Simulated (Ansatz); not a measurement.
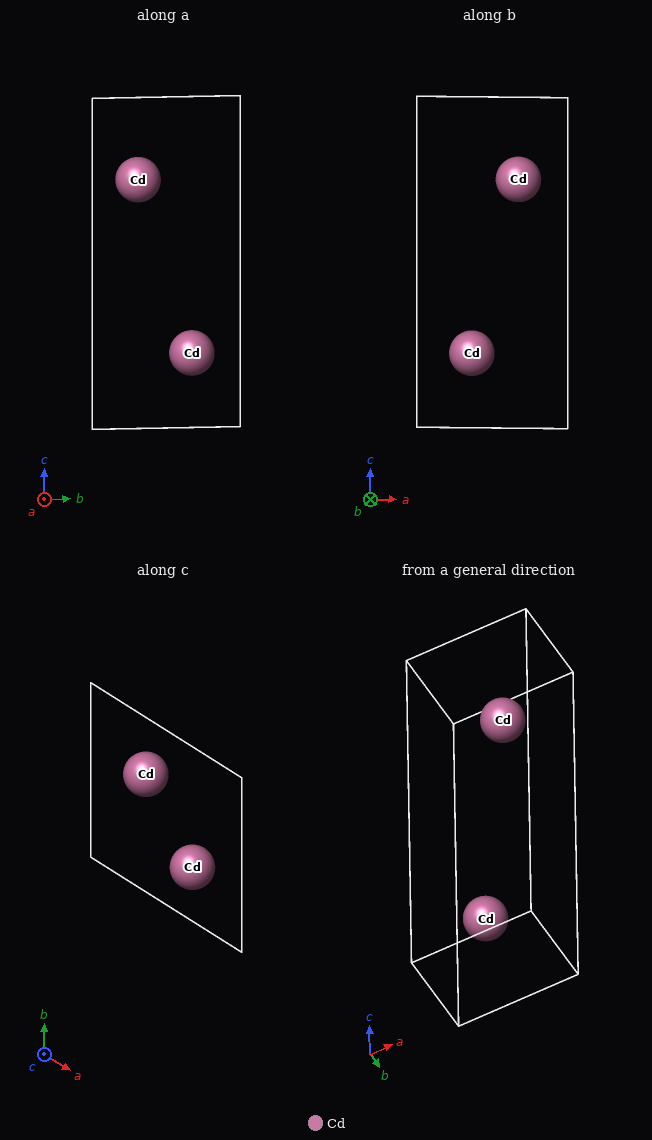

The crystal in a ball-and-stick representation, seen along the a axis, along the b axis, along the c axis and from a general direction. The box is the unit cell; atoms on or close to its faces, edges and corners are drawn wherever they repeat.

The cell is given by a = 3.05 Å, b = 2.98 Å, c = 5.66 Å, α = 88.37°, β = 91.34°, γ = 122.23°.

Bonds shown: Cd–Cd up to 3.26 Å (cut-off distances).

Question: How many atoms count towards one cell?

Answer: 2 (cadmium), counting shared atoms by their share.

Question: Which ideal structure underlies this cell?

Answer: Strictly the space group is P-1 (No. 2, within 0.01 Å). It is a distorted form of a primitive hexagonal structure, space group P6_3/mmc (No. 194) within 0.45 Å: hexagonal close-packed (Mg type).

This is a known structure type with the cell strained and the atoms shaken on purpose, not relaxed. A calculation with Ansatz used it as input.
